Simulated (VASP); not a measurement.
TiN (slab)

```cif
data_structure
_symmetry_space_group_name_H-M 'P 1'
_symmetry_Int_Tables_number 1
_cell_length_a 2.9967
_cell_length_b 2.9967
_cell_length_c 18.1190
_cell_angle_alpha 90.000
_cell_angle_beta 90.000
_cell_angle_gamma 90.000
_cell_volume 162.71
loop_
_atom_site_label
_atom_site_type_symbol
_atom_site_fract_x
_atom_site_fract_y
_atom_site_fract_z
_atom_site_occupancy
Ti1 Ti 0.50000 0.50000 0.44760 1
Ti2 Ti 0.00000 0.00000 0.55240 1
N1 N 0.00000 0.00000 0.44092 1
N2 N 0.50000 0.50000 0.55908 1
```

Spin-polarised.

All numbers below come from Kohn-Sham DFT of a periodic cell, PBEsol, VASP PAW PBE potentials, recommended (VASP).

Predict the valence pseudo-density between the atoms.

Ti–N (2.02 Å): ρ at the midpoint is about 0.67 e/Å³.
Ti–Ti (2.85 Å): the density is about 0.23 e/Å³ at the midpoint.
Ti–N (2.12 Å): ρ at the midpoint is about 0.52 e/Å³.

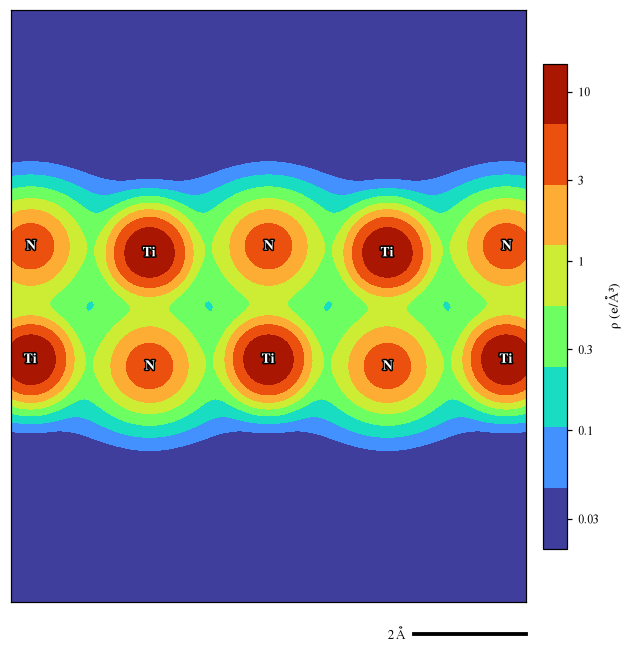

Computed valence pseudo-density on the (11̄0) plane of the calculation cell, a cut from vacuum to vacuum. 
